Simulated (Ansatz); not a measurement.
# Single-point calculation, with input and output: IrO2 (part 1 of 4)

System: IrO2 (6 atoms in the cell).
Method: DFT PBEsol+U, scalar-relativistic, plane waves, PAW, Ueff = 5 eV on Ir atom 1 d; Ueff = 5 eV on Ir atom 2 d, spin-polarised (Ansatz 0.2.0).

The structure derives from an entry of the Crystallography Open Database. It belongs to a series of runs on one base structure; here: random orbitals: random, high filling. Figures and captions count atoms from 1; the log counts them from 0 in places.

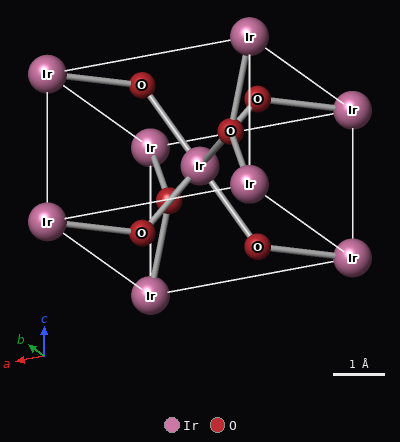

Figure 1. The structure as given in the input (ball-and-stick view of the cell of the calculation, seen at an oblique angle).

## Input
```yaml
crystal:
  lattice:
    - [4.49900026, 0.0, 0.0]
    - [0.0, 4.49900026, 0.0]
    - [0.0, 0.0, 3.14600018]
  atoms:
    - { symbol: Ir, position: [0.0, 0.0, 0.0], spin: 5.0 }
    - { symbol: Ir, position: [0.5, 0.5, 0.5], spin: -5.0 }
    - { symbol: O, position: [0.311, 0.311, 0.0] }
    - { symbol: O, position: [0.189, 0.811, 0.5] }
    - { symbol: O, position: [0.689, 0.689, 0.0] }
    - { symbol: O, position: [0.811, 0.189, 0.5] }
basis:
  ecutwfc: 420
  ecutrho_ratio: 4
kpoints:
  mp_grid: { grid: [4, 4, 6] }
hamiltonian:
  xc: pbesol
  hubbard:
    sites:
      - { site: 0, l: d, u_eff: 5.0, starting_ns: [{ spin: up, occupation_matrix: s0up }, { spin: down, occupation_matrix: s0down }] }
      - { site: 1, l: d, u_eff: 5.0, starting_ns: [{ spin: up, occupation_matrix: s1up }, { spin: down, occupation_matrix: s1down }] }
    occupation_matrices:
      s0up:
        matrix:
          - [0.97, 0.0, 0.0, 0.0, 0.0]
          - [0.0, 0.97, 0.0, 0.0, 0.0]
          - [0.0, 0.0, 0.97, 0.0, 0.0]
          - [0.0, 0.0, 0.0, 0.97, 0.0]
          - [0.0, 0.0, 0.0, 0.0, 0.97]
      s0down:
        matrix:
          - [0.02, 0.0, 0.0, 0.0, 0.0]
          - [0.0, 0.02, 0.0, 0.0, 0.0]
          - [0.0, 0.0, 0.02, 0.0, 0.0]
          - [0.0, 0.0, 0.0, 0.02, 0.0]
          - [0.0, 0.0, 0.0, 0.0, 0.02]
      s1up:
        matrix:
          - [0.02, 0.0, 0.0, 0.0, 0.0]
          - [0.0, 0.02, 0.0, 0.0, 0.0]
          - [0.0, 0.0, 0.02, 0.0, 0.0]
          - [0.0, 0.0, 0.0, 0.02, 0.0]
          - [0.0, 0.0, 0.0, 0.0, 0.02]
      s1down:
        matrix:
          - [0.97, 0.0, 0.0, 0.0, 0.0]
          - [0.0, 0.97, 0.0, 0.0, 0.0]
          - [0.0, 0.0, 0.97, 0.0, 0.0]
          - [0.0, 0.0, 0.0, 0.97, 0.0]
          - [0.0, 0.0, 0.0, 0.0, 0.97]
    ns_hold: until_converged
scf:
  occupations: { method: gaussian, width: 0.05 }
  lower_state_search: "off"
  max_iter: 150
output:
  forces: true
  stress: true
  eigenvalues: true
  populations: true
  hubbard: { sites: [{ site: 0, l: d }, { site: 1, l: d }] }
  write_density: true
  write_potential: true
  elf: true
  volumetric_format: npy
magnetization:
  spin_polarized: true
```

Hardware: 4 threads of Arm Neoverse V1, 24 GiB of memory available, shared host.

Command:
```bash
ansatz run input.yaml --threads 4 --pin off --max-ram 6144MiB --backend cpu --events-out ev --progress --plain --runs-dir out
```

## Log
```
Ir: projections on atomic orbitals take those of the free atom [Kr 4d10 4f14] 5s2 5p6 5d7 6s2, of charge +0.00 (hamiltonian.pseudopotentials.projection_atoms); the dataset's partial waves leave at most 8.4e-5 of an orbital's norm unspanned inside its sphere
O: projections on atomic orbitals take those of the free atom [He] 2s2 2p4, of charge +0.00 (hamiltonian.pseudopotentials.projection_atoms); the dataset's partial waves leave at most 1.9e-8 of an orbital's norm unspanned inside its sphere
Engine: ansatz 0.2.0, aarch64-unknown-linux-gnu
Pseudopotentials: kind: paw
Pseudopotential: Ir, paw, valence charge 17, recommended cutoff 420 eV (normal), Ir.paw.azcp
Pseudopotential: O, paw, valence charge 6, recommended cutoff 420 eV (normal), O.paw.azcp
Functional definition: PBEsol
  exchange = pbesol_x
  correlation = pbesol_c
Crystal: 6 atoms, lattice volume = 63.678 Å³
Basis set: ecut = 420 eV, 1243 PW (Γ), exchange–correlation on 64×64×48 points (8 copies of the dense FFT grid, shifted against one another)
Bands: 41, of which v1, the nominal top of the filled ones, is band 29 counted from 1 (28 counted from 0)
Symmetry: 8 space group operations
Space group: Cmmm (ITA 65), of the structure as read, at distance tolerance 4.0e-5 Å
Magnetic group: BNS 136.498 (UNI 1158), of the structure as read, at distance tolerance 4.0e-5 Å
k-points: 28 of 96
Non-local potential: Ir, projectors of the file, l = 0: 3, l = 1: 2, l = 2: 2, l = 3: 1
Non-local potential: O, projectors of the file, l = 0: 2, l = 1: 2, l = 2: 1
PAW form: soft (Blöchl's): semilocal exchange-correlation on the pseudo side does not see the compensation charge
PAW frozen core: Ir, regenerated for the run's functional, and the local potential with it (the file was generated under x = pbe(κ = 0.804, μ = 0.2195149727645171), c = pbe(β = 0.06672455060314922))
PAW frozen core: O, regenerated for the run's functional, and the local potential with it (the file was generated under x = pbe(κ = 0.804, μ = 0.2195149727645171), c = pbe(β = 0.06672455060314922))
PAW one-centre angular grid: Ir, 590 points (default); XC on 64 Gauss nodes
PAW one-centre angular grid: O, 110 points (default); XC on 64 Gauss nodes
Initial density: superposition of atomic densities (chi_scale 0.1, normalization cell, long waves kept (reshape's long-wave potential 0.00 eV rms))
Starting moments: Σ|m| = 10 μB on 2 of 6 sites
Starting magnetic order: altermagnet, d-wave, planar spin-momentum locking; spin-degenerate planes through Γ normal to [0 1 0], [1 0 0] of the run's lattice
Initial wavefunctions: pseudopotential atomic-orbital guess
Functional: x = pbesol(κ = 0.804, μ = 0.12345679012345678), c = pbesol(β = 0.046)
```
